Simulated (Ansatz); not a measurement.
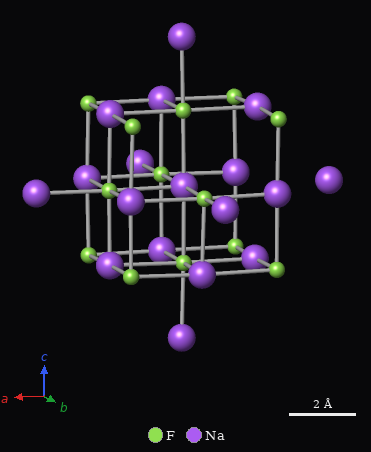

This is the input geometry for a relaxation of a defect cell of composition F31Na31. Style: ball-and-stick. Shown: the atoms within 5.0 Å of the atom that moves most (axes of the cell of the calculation (origin shifted)), from a free direction.

These are results of DFT, PBEsol, PAW, plane waves in Ansatz, not measurements.

Set-up: plane-wave cutoff 420 eV; k-point mesh 1 × 1 × 1; mesh shifted by (0.25, 0.25, 0.25); no spin polarisation; atoms relaxed in a fixed cell; force threshold 0.03 eV/Å; at most 80 steps.

```
F Na
1.0
     9.26000    0.00000    0.00000
     0.00000    9.26000    0.00000
     0.00000    0.00000    9.26000
F Na
31 31
Cartesian
  2.2942 9.2593 0.0201
  2.3244 9.2419 4.6201
  2.3205 4.6018 0.0103
  2.2805 4.6563 4.6505
  6.9270 9.2449 9.2124
  6.9471 0.0285 4.6264
  6.9477 4.6627 0.0057
  6.8944 4.6663 4.6247
  0.0539 2.2899 9.2472
  0.0090 2.3221 4.6284
  9.2580 6.9530 9.2534
  0.0242 6.9573 4.6090
  4.6000 2.2985 9.2303
  4.6182 2.3146 4.6582
  4.6331 6.9716 0.0486
  4.6329 6.9842 4.6162
  0.0083 0.0200 2.3321
  9.2391 9.2133 6.9242
  0.0159 4.6307 2.3127
  9.2481 4.6170 6.9200
  4.6415 9.2588 2.3390
  4.6406 9.2574 6.9821
  4.6299 4.6640 2.3082
  4.6242 4.5779 6.9439
  2.2843 2.3269 6.9226
  2.2945 6.9204 2.3457
  2.3020 6.9528 6.9111
  6.9627 2.3328 2.2997
  6.9633 2.3438 6.9812
  6.9406 6.9325 2.3113
  6.9497 6.9395 6.9778
  9.2525 9.2488 0.0178
  0.0021 9.2538 4.6534
  9.2342 4.6257 0.0078
  9.2577 4.6290 4.6369
  4.6241 0.0099 9.2571
  4.6180 9.2223 4.6295
  4.6930 4.6204 9.2245
  2.3564 2.3421 0.0109
  2.2630 2.3109 4.6753
  2.2803 6.9872 0.0423
  2.2950 6.9364 4.6476
  6.9438 2.3402 0.0029
  6.9259 2.3189 4.6549
  6.9152 6.9038 9.2555
  6.9620 6.9255 4.6305
  2.2858 0.0079 2.3038
  2.2873 0.0173 6.9332
  2.3108 4.6271 2.3503
  2.3240 4.6284 6.9569
  6.9758 9.2462 2.3131
  6.9581 0.0182 6.9396
  6.9460 4.6277 2.3137
  6.9821 4.6278 6.9289
  0.0064 2.3268 2.3157
  0.0269 2.3212 6.9440
  9.2486 6.9339 2.3291
  0.0156 6.9441 6.9266
  4.5941 2.3249 2.3300
  4.6662 2.3291 6.9346
  4.6334 6.9524 2.3146
  4.6286 6.9421 6.9751
```

### What does the optimiser find from here?

The energy falls by 1.759 eV per cell of the calculation in 3 geometry steps. Largest force component: 1.2 eV/Å at the start, 0.016 eV/Å at the end. Na59 moves most: 0.20 Å roughly along [3 1 1]. By element the largest moves are Na 0.20 Å, F 0.20 Å. The cell doesn't change. Near-neighbour distances that change, for instance: Na39–Na59 3.223 → 3.533 Å, Na47–Na55 3.252 → 3.535 Å, Na49–Na55 3.256 → 3.534 Å, Na40–Na55 3.265 → 3.534 Å. Bond angles that change, for instance: Na39–F13–Na59 88.8° → 101.2°, Na49–F23–Na59 88.2° → 100.5°, Na40–F14–Na44 179.7° → 167.8°.

Step by step:

```json
{"step": "0", "E − E(0), meV/atom": "0.00", "largest force component, eV/Å": "1.1728"}
{"step": "1", "E − E(0), meV/atom": "-24.13", "largest force component, eV/Å": "0.3429"}
{"step": "2", "E − E(0), meV/atom": "-28.37", "largest force component, eV/Å": "0.0157"}
{"step": "3", "E − E(0), meV/atom": "-28.37", "largest force component, eV/Å": "0.0156"}
```

After the run, drawn alike:

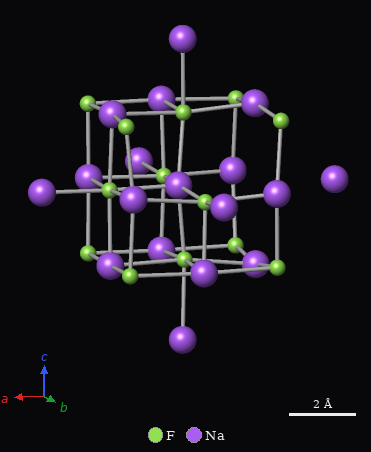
